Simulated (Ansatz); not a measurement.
## Si: 5 runs along one coordinate

System: Si (Fm-3m, 1 atom in the cell).
Method: DFT, LDA (PW92), plane waves (420 eV) with PAW, scalar-relativistic, no spin polarisation (Ansatz 0.2.0).

The 5 runs differ only in the geometry, by an even scaling of the cell at fixed fractional positions.

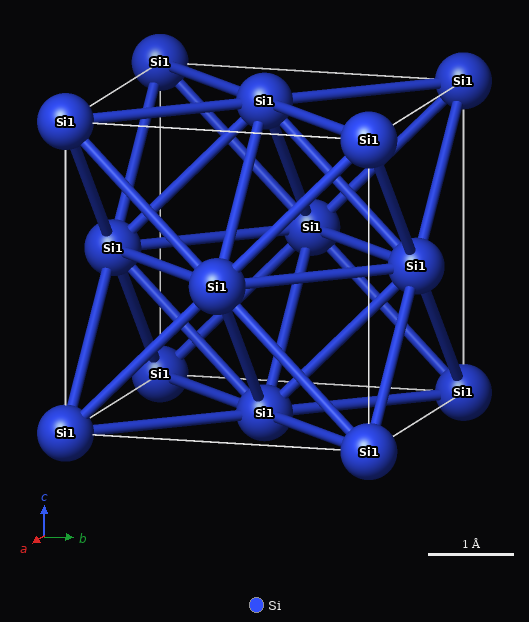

Figure 1. The structure of run 3 (ball-and-stick view of the cell 4 times as large as that of the calculation, set on its symmetry axes, seen slightly off an axis; atoms are numbered from 1 in the order of the input).

### Input of run 3
```yaml
crystal:
  lattice:
    - [0.0, 1.881651815, 1.881651815]
    - [1.881651815, 0.0, 1.881651815]
    - [1.881651815, 1.881651815, 0.0]
  atoms:
    - { symbol: Si, position: [0.0, 0.0, 0.0] }
hamiltonian:
  xc: lda
  pseudopotentials:
    kind: paw
    azcp:
      Si: "pseudopotentials/Si.paw.azcp"
basis:
  ecutwfc: 420
  fft_grid_basis: typed
kpoints:
  mp_grid: { grid: [16, 16, 16], shift: [0, 0, 0] }
magnetization:
  spin_polarized: false
scf:
  occupations: { method: fermi_dirac, width: 0.1 }
  lower_state_search: "off"
output:
  stress: true
```

Lattice vectors (Å) and fractional positions of run 3:
```
   0.000000    1.881652    1.881652
   1.881652    0.000000    1.881652
   1.881652    1.881652    0.000000
Si  0.000000  0.000000  0.000000
```

Run 2 differs from it as follows:
```diff
-    - [0.0, 1.881651815, 1.881651815]
-    - [1.881651815, 0.0, 1.881651815]
-    - [1.881651815, 1.881651815, 0.0]
+    - [0.0, 1.8551461461, 1.8551461461]
+    - [1.8551461461, 0.0, 1.8551461461]
+    - [1.8551461461, 1.8551461461, 0.0]
```

### Results, with one run withheld

| run | volume per atom (Å³) | free energy per atom, from the lowest run given (meV) | pressure (GPa) |
| --- | --- | --- | --- |
| 1 | 12.214 | 75.02 | 15.56 |
| 2 | 12.769 | ? | ? |
| 3 | 13.324 | 8.05 | 4.47 |
| 4 | 13.880 | 0.00 | 0.31 |
| 5 | 15.545 | 44.86 | −8.02 |

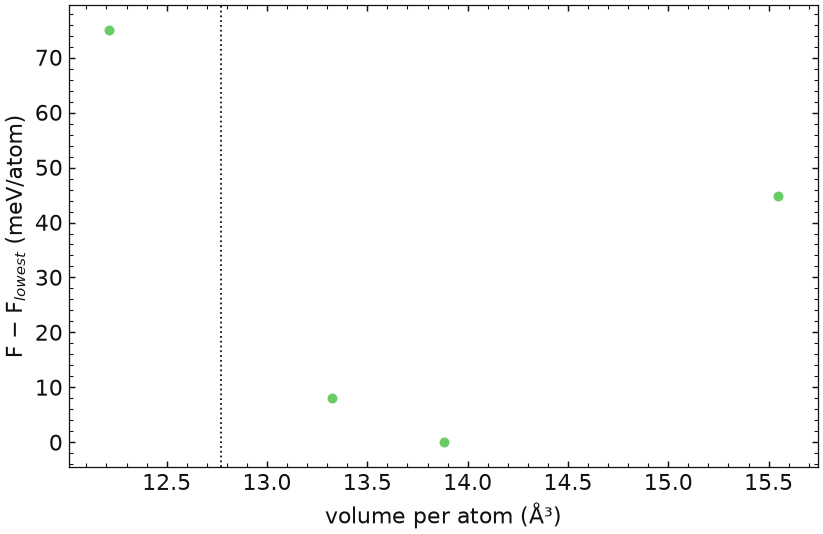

Figure 2. Free energy per atom of the runs given; the dotted line marks run 2.

Estimate the energy of run 2 from the others.

A quadratic polynomial in V^(−2/3) (the Birch–Murnaghan form), fitted to the 4 runs given, misses them by at most 0.03 meV per atom. With x = V^(−2/3) − 0.17504 Å⁻², it reads F = 1.5481 + 1372.6 x + 3.0094e+05 x² (meV per atom). At run 2 it gives 31.83 meV per atom, and the run itself gives 31.97. The slope of the fit gives a pressure −dF/dV of 9.48 GPa there, and the run prints 9.49 GPa. The fit has its minimum at 13.926 Å³ per atom, where V d²F/dV² gives 91.9 GPa: the bulk modulus at this level, since symmetry fixes the shape and the positions.

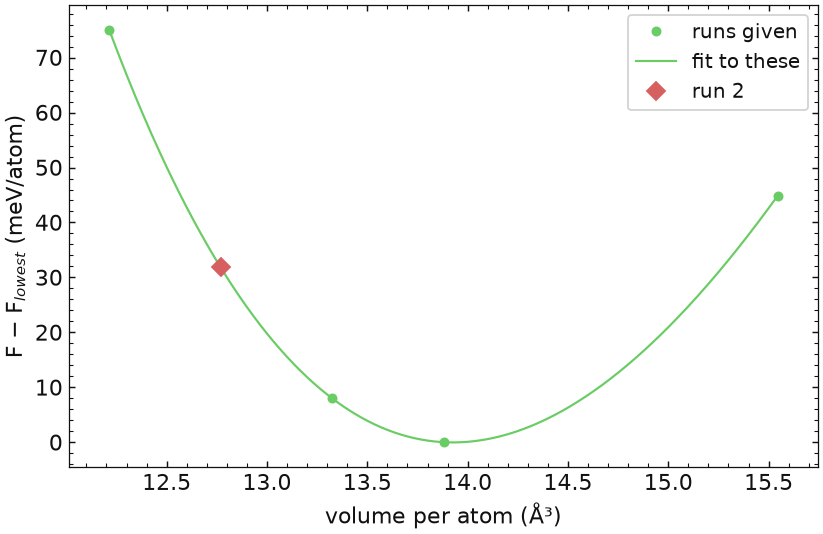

Figure 3. The fit and the withheld run.

### Output, shortened to warnings, some set-up lines, iterations and results (run 2)
```
Warning: [file] the record states the generating functional pbe (its physics header spells it `PBE`), which answers neither for hamiltonian.xc's functional nor for the lda family's — results may be inconsistent (PPs are generated against a specific XC)
Basis set: ecut = 420 eV, 259 PW (Γ)
Symmetry: 48 space group operations
k-points: 145 of 4096
Initial density: superposition of atomic densities (neutral atoms: chi_scale 0, normalization atom), corrected by the library's trained network
[...]
SCF iter   1: F=—  HF=-608.172729 eV  |F-HF|=—  |Δ(HF+E_count)|=         —  Δρ=3.75e-3  dr2=1.18e-3  ethr=1.77e-3  ⟨swp⟩=5.1  Hψ=8180  notcnv=0
SCF iter   2: F=—  HF=-608.172451 eV  |F-HF|=—  |Δ(HF+E_count)|=   2.78e-4  Δρ=1.63e-3  dr2=1.91e-4  ethr=2.96e-5  ⟨swp⟩=1.1  Hψ=2043  notcnv=0
SCF iter   3: F=—  HF=-608.172418 eV  |F-HF|=—  |Δ(HF+E_count)|=   3.35e-5  Δρ=1.41e-4  dr2=8.18e-7  ethr=4.78e-6  ⟨swp⟩=1.9  Hψ=1093  notcnv=0
SCF iter   4: F=—  HF=-608.172419 eV  |F-HF|=—  |Δ(HF+E_count)|=   8.34e-7  Δρ=1.52e-5  dr2=2.75e-8  ethr=2.05e-8  ⟨swp⟩=2.0  Hψ=1090  notcnv=0
SCF iter   5: F=-608.172419 eV  HF=-608.172419 eV  |F-HF|=7.12e-11  |Δ(HF+E_count)|=   1.20e-8  Δρ=1.10e-6  dr2=1.42e-10  ethr=6.88e-10  ⟨swp⟩=2.0  Hψ=1114  notcnv=0
SCF iter   6: F=-608.172419 eV  HF=-608.172419 eV  |F-HF|=1.14e-13  |Δ(HF+E_count)|=  4.14e-11  Δρ=1.18e-8  dr2=9.13e-15  ethr=3.56e-12  ⟨swp⟩=1.0  Hψ=2415  notcnv=0
SCF 1 converged in 6 iterations: F = -608.172419 eV  dr2 = 9.13e-15
SCF converged after 6 iterations
Free energy (F): -608.172419 eV
Harris-Foulkes:  -608.172419 eV  (|F-HF|=1.14e-13)
Internal energy: -608.157749 eV  (E = F + TS)
E sigma→0 (E₀):  -608.165084 eV
Entropy (-TS):   -0.014669 eV (-14.669 meV/atom)
Fermi energy:    12.358548 eV
--- Per-component energies (eV) ---
  E_band       = 24.712687
  E_kinetic    = 44.066430
  E_local      = 5.685822  (includes V_loc(G=0)·N_el)
  E_nonlocal   = 26.649072
  E_hartree    = 0.293169
  E_xc         = -56.930120
  E_vxc        = -49.843166  (∫ρ·V_xc dr)
  E_paw        = -485.655651  (= ΣΔE_a)
  E_vpaw       = -2.431814  (= ΣTr[D̂ρ^β])
  E_aug_tail   = 0.000006  (compensation charges beyond the density's cutoff)
  E_ewald      = -142.350808
  E_core_change = 0.084331  (= ΣΔE_core)
  E_smearing   = -0.014669  (= −TS)
  E_closure    = 0.000000  (closes the sum)
  Σ components = -608.172419   (vs F -608.172419, Δ=0.00e0)
--- Stress (GPa, compression-positive) ---
        9.490655      -0.000000       0.000000
       -0.000000       9.490655      -0.000000
        0.000000      -0.000000       9.490655
  P = ⅓ Tr σ = 9.4907 GPa (94.907 kbar)
```

Warnings of the run: the PAW datasets were made with another functional.
